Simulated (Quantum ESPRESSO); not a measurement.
**Band-structure run of Fe (part 2 of 2)**

Continued. System: Fe (1 atom in the cell). Method: Kohn-Sham DFT of a periodic cell, LDA, SG15 PBE 1.2, spin-polarised (Quantum ESPRESSO 7.5); cutoff 952.4 eV, 13×13×13 k-mesh, fermi-dirac of 0.05 eV, collinear spins. The structure derives from an entry of the Crystallography Open Database.

Geometry of the input (Å; fractional positions):
```
-1.4430  1.4430  1.4430
1.4430  -1.4430  1.4430
1.4430  1.4430  -1.4430
Fe 0.0000  0.0000  0.0000
```

Log, continued
```
        k(   58) = (   0.0666173  -0.0666173   0.3997040), wk =   0.0109240
        k(   59) = (   0.0000000  -0.1998520   0.4663214), wk =   0.0109240
        k(   60) = (   0.0666173  -0.1332347   0.4663214), wk =   0.0218480
        k(   61) = (  -0.0000000  -0.2664694   0.5329387), wk =   0.0109240
        k(   62) = (   0.0666173  -0.1998520   0.5329387), wk =   0.0218480
        k(   63) = (   0.1332347  -0.1332347   0.5329387), wk =   0.0109240
        k(   64) = (  -0.7994081  -0.2664694  -0.2664694), wk =   0.0109240
        k(   65) = (  -0.7327907  -0.1998520  -0.2664694), wk =   0.0218480
        k(   66) = (  -0.6661734  -0.1998520  -0.1998520), wk =   0.0036413
        k(   67) = (   0.3997040   0.3997040   0.3997040), wk =   0.0036413
        k(   68) = (   0.0000000   0.0000000   0.3997040), wk =   0.0027310
        k(   69) = (   0.0000000  -0.0666173   0.4663214), wk =   0.0109240
        k(   70) = (   0.0000000  -0.1332347   0.5329387), wk =   0.0109240
        k(   71) = (   0.0666173  -0.0666173   0.5329387), wk =   0.0109240
        k(   72) = (  -0.0000000  -0.1998520   0.5995560), wk =   0.0109240
        k(   73) = (   0.0666173  -0.1332347   0.5995560), wk =   0.0218480
        k(   74) = (  -0.7994081  -0.1998520  -0.1998520), wk =   0.0109240
        k(   75) = (  -0.7327907  -0.1332347  -0.1998520), wk =   0.0109240
        k(   76) = (   0.0000000   0.0000000   0.5329387), wk =   0.0027310
        k(   77) = (   0.0000000  -0.0666173   0.5995560), wk =   0.0109240
        k(   78) = (  -0.0000000  -0.1332347   0.6661734), wk =   0.0109240
        k(   79) = (   0.0666173  -0.0666173   0.6661734), wk =   0.0109240
        k(   80) = (  -0.7994081  -0.1332347  -0.1332347), wk =   0.0109240
        k(   81) = (   0.0000000   0.0000000   0.6661734), wk =   0.0027310
        k(   82) = (  -0.0000000  -0.0666173   0.7327907), wk =   0.0109240
        k(   83) = (  -0.7994081  -0.0666173  -0.0666173), wk =   0.0036413
        k(   84) = (  -0.0000000   0.0000000   0.7994081), wk =   0.0027310

     Dense  grid:     6459 G-vectors     FFT dimensions: (  25,  25,  25)

     Generating pointlists ...
     new r_m :   0.4125 (alat units)  1.9483 (a.u.) for type    1

     Initial potential from superposition of free atoms

     starting charge      15.9550, renormalised to      16.0000
     Starting wfcs are random

     Self-consistent Calculation

     iteration #  1     ecut=    70.00 Ry     beta= 0.30
     Davidson diagonalization with overlap
     ethr =  1.00E-02,  avg # of iterations =  8.6

     Threshold (ethr) on eigenvalues was too large:
     Diagonalizing with lowered threshold

     Davidson diagonalization with overlap
     ethr =  8.14E-04,  avg # of iterations =  1.7

     total energy              =    -236.26688891 Ry
     estimated scf accuracy    <       0.12330527 Ry

     total magnetization       =     2.30 Bohr mag/cell
     absolute magnetization    =     2.33 Bohr mag/cell

     iteration #  2     ecut=    70.00 Ry     beta= 0.30
     Davidson diagonalization with overlap
     ethr =  7.71E-04,  avg # of iterations =  1.2

     total energy              =    -236.28866379 Ry
     estimated scf accuracy    <       0.01265694 Ry

     total magnetization       =     2.40 Bohr mag/cell
     absolute magnetization    =     2.43 Bohr mag/cell

     iteration #  3     ecut=    70.00 Ry     beta= 0.30
     Davidson diagonalization with overlap
     ethr =  7.91E-05,  avg # of iterations =  1.5

     total energy              =    -236.29329368 Ry
     estimated scf accuracy    <       0.00610651 Ry

     total magnetization       =     2.36 Bohr mag/cell
     absolute magnetization    =     2.40 Bohr mag/cell

     iteration #  4     ecut=    70.00 Ry     beta= 0.30
     Davidson diagonalization with overlap
     ethr =  3.82E-05,  avg # of iterations =  1.3

     total energy              =    -236.29408776 Ry
     estimated scf accuracy    <       0.00015084 Ry

     total magnetization       =     2.27 Bohr mag/cell
     absolute magnetization    =     2.34 Bohr mag/cell

     iteration #  5     ecut=    70.00 Ry     beta= 0.30
     Davidson diagonalization with overlap
     ethr =  9.43E-07,  avg # of iterations =  3.3

     total energy              =    -236.29414995 Ry
     estimated scf accuracy    <       0.00008334 Ry

     total magnetization       =     2.24 Bohr mag/cell
     absolute magnetization    =     2.32 Bohr mag/cell

     iteration #  6     ecut=    70.00 Ry     beta= 0.30
     Davidson diagonalization with overlap
     ethr =  5.21E-07,  avg # of iterations =  1.5

     total energy              =    -236.29424049 Ry
     estimated scf accuracy    <       0.00000853 Ry

     total magnetization       =     2.20 Bohr mag/cell
     absolute magnetization    =     2.28 Bohr mag/cell

     iteration #  7     ecut=    70.00 Ry     beta= 0.30
     Davidson diagonalization with overlap
     ethr =  5.33E-08,  avg # of iterations =  2.9

     total energy              =    -236.29424737 Ry
     estimated scf accuracy    <       0.00000124 Ry

     total magnetization       =     2.19 Bohr mag/cell
     absolute magnetization    =     2.27 Bohr mag/cell

     iteration #  8     ecut=    70.00 Ry     beta= 0.30
     Davidson diagonalization with overlap
     ethr =  7.75E-09,  avg # of iterations =  1.9

     total energy              =    -236.29424803 Ry
     estimated scf accuracy    <       0.00000024 Ry

     total magnetization       =     2.19 Bohr mag/cell
     absolute magnetization    =     2.27 Bohr mag/cell

     iteration #  9     ecut=    70.00 Ry     beta= 0.30
     Davidson diagonalization with overlap
     ethr =  1.48E-09,  avg # of iterations =  1.9

     total energy              =    -236.29424816 Ry
     estimated scf accuracy    <       0.00000001 Ry

     total magnetization       =     2.19 Bohr mag/cell
     absolute magnetization    =     2.27 Bohr mag/cell

     iteration # 10     ecut=    70.00 Ry     beta= 0.30
     Davidson diagonalization with overlap
     ethr =  8.86E-11,  avg # of iterations =  2.3

     total energy              =    -236.29424818 Ry
     estimated scf accuracy    <          5.6E-09 Ry

     total magnetization       =     2.19 Bohr mag/cell
     absolute magnetization    =     2.27 Bohr mag/cell

     iteration # 11     ecut=    70.00 Ry     beta= 0.30
     Davidson diagonalization with overlap
     ethr =  3.50E-11,  avg # of iterations =  1.4

     Magnetic moment per site  (integrated on atomic sphere of radius R)
     atom   1 (R=0.412)  charge= 14.4248  magn=  2.2150

     End of self-consistent calculation

     Number of k-points >= 100: set verbosity='high' to print the bands.

     the Fermi energy is    17.5621 ev

!    total energy              =    -236.29424818 Ry
     estimated scf accuracy    <          1.4E-10 Ry
     smearing contrib. (-TS)   =      -0.00074621 Ry
     internal energy E=F+TS    =    -236.29350197 Ry

     The total energy is F=E-TS. E is the sum of the following terms:
     one-electron contribution =     -97.47853151 Ry
     hartree contribution      =      56.56576127 Ry
     xc contribution           =     -24.55445033 Ry
     ewald contribution        =    -170.82628140 Ry

     total magnetization       =     2.19 Bohr mag/cell
     absolute magnetization    =     2.27 Bohr mag/cell

     convergence has been achieved in  11 iterations

     Forces acting on atoms (cartesian axes, Ry/au):

     atom    1 type  1   force =     0.00000000    0.00000000    0.00000000

     Total force =     0.000000     Total SCF correction =     0.000000

     Computing stress (Cartesian axis) and pressure

          total   stress  (Ry/bohr**3)                   (kbar)     P=     -291.30
  -0.00198021   0.00000000   0.00000000         -291.30        0.00        0.00
   0.00000000  -0.00198021   0.00000000            0.00     -291.30        0.00
   0.00000000   0.00000000  -0.00198021            0.00        0.00     -291.30

=------------------------------------------------------------------------------=
   JOB DONE.
=------------------------------------------------------------------------------=
```

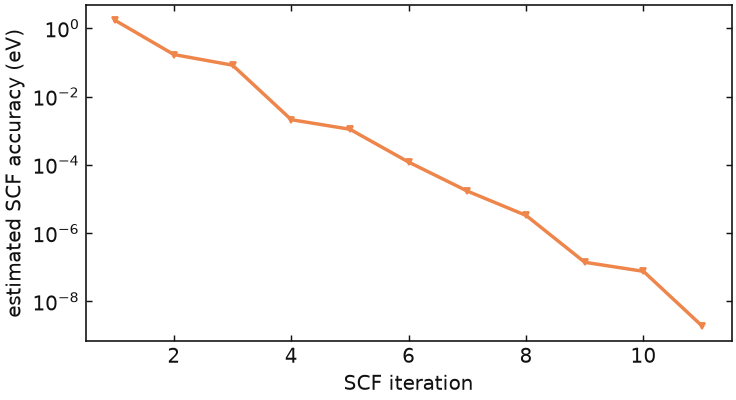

**Figure 1.** Convergence of the self-consistent field: estimated SCF accuracy against the iteration. The field takes 11 iterations in all.

Results in brief

| quantity | value |
| --- | --- |
| outcome | converged |
| space group (tolerance 0.01 Å) | Im-3m (229) |
| electrons treated | 16 |
| free energy | −3214.9470 eV |
| Fermi energy | 17.562 eV |
| gap on the k-point mesh | none (metallic) |
| net moment of the cell | 2.19 μB |
| integrated absolute moment | 2.27 μB |
| pressure | −29.13 GPa |
| largest force (length of the vector) | under 0.001 eV/Å |
| hardware | 1 thread of Arm Neoverse V1, 24 GiB of memory available, shared host |
| wall time | 53 s |
| peak memory | 0.09 GiB |

Remarks

Further notes kept with the run: potentials made for another functional. Points of doubt noted for this run: potentials made for another functional. The cell is under a tension of 29 GPa at this level, so it is not at its equilibrium volume.
